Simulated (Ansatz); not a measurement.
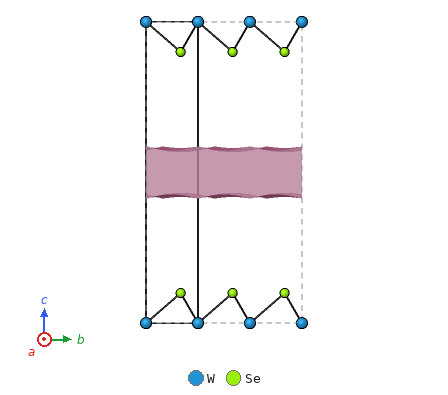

The pink surface encloses the points that the centre of a probe sphere of radius 3.70 Å can occupy in WSe2 (P-6m2, No. 187), computed on a grid of about 0.14 Å (3×3×1 cells shown, view along the a axis; pale faces close the region where the box cuts it).

Atoms are hard spheres with Shannon crystal radii (six-coordinate where tabulated): W 0.80 Å, Se 1.84 Å.

Source of the atomic positions: the input geometry of an electronic-structure calculation (not necessarily at equilibrium).

Space group P-6m2 (No. 187). a = 3.318 Å, b = 3.318 Å, c = 16.658 Å, α = 90.00°, β = 90.00°, γ = 120.00°
```json
{"atom": "W", "site": "1a", "symmetry": "-6m2", "x": "0.0000", "y": "0.0000", "z": "0.0000"}
{"atom": "Se", "site": "2h", "symmetry": "3m.", "x": "0.3333", "y": "0.6667", "z": "0.0998"}
```

Describe the connectivity of the accessible space.

Where they connect, they form a two-dimensional network in layers parallel to (001).

What share of the cell can the probe's centre reach?

About 15 % of the volume (24 Å³ of 158.8 Å³).

Give the largest included and the largest free sphere.

The largest sphere that fits anywhere has a diameter of 10.19 Å; the largest that can travel through the crystal, about 10.1 Å.

How does the connectivity change as the probe shrinks?

Below a radius of about 5.03 Å the space forms a two-dimensional network in layers parallel to (001). Below a radius of about 0.08 Å the space forms a three-dimensional network. These are grid estimates, good to about 0.05 Å.
